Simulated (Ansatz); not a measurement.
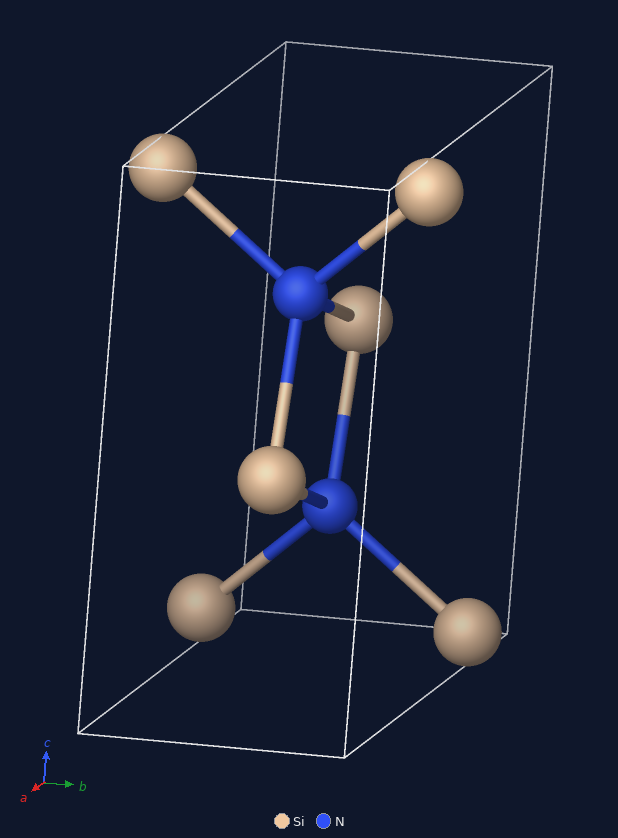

Ball-and-stick drawing of the structure, looking slightly off an axis. The frame is the conventional unit cell; atoms at its boundary are shown with their periodic copies. Cell: a = 4.90 Å, b = 2.78 Å, c = 5.62 Å, α = 90.00°, β = 103.98°, γ = 90.00°.

Origin of the cell: a structure type filled with these elements by a generator (whether the compound takes this form wasn't checked). Earlier steps of the study may have refined or changed the cell and positions. It was run through Ansatz as a DFT input.

> Explain the picture.

The material is Si2N. It is primitive monoclinic, space group P2/m (No. 10). In the cell are 4 Si, 2 N, which makes 2 formula units. Taking every contact within bonding distance, one finds Si 3 and N 4.

The numbers come from Ansatz, DFT PBE, scalar-relativistic, plane waves, PAW, using a kinetic-energy cutoff of 420 eV, k-points about 0.17 Å⁻¹ apart, Gaussian smearing of 0.1 eV, no spin polarisation.

> Is it conducting or gapped at this level?

A metal: bands cross the Fermi level.

> List the Bader charges.

Si +1.09 to +1.25 e; N -2.33 e.

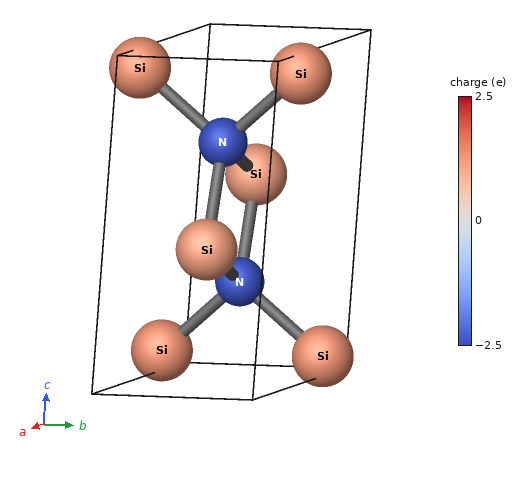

The atoms coloured by those charges. The run's cell of 6 atoms is drawn, so axes and origin can differ from the first picture.

> Is the structure relaxed at this level of theory?

Yes. All forces vanish to within 0.01 eV/Å. The pressure is 0.0 GPa, close to zero.
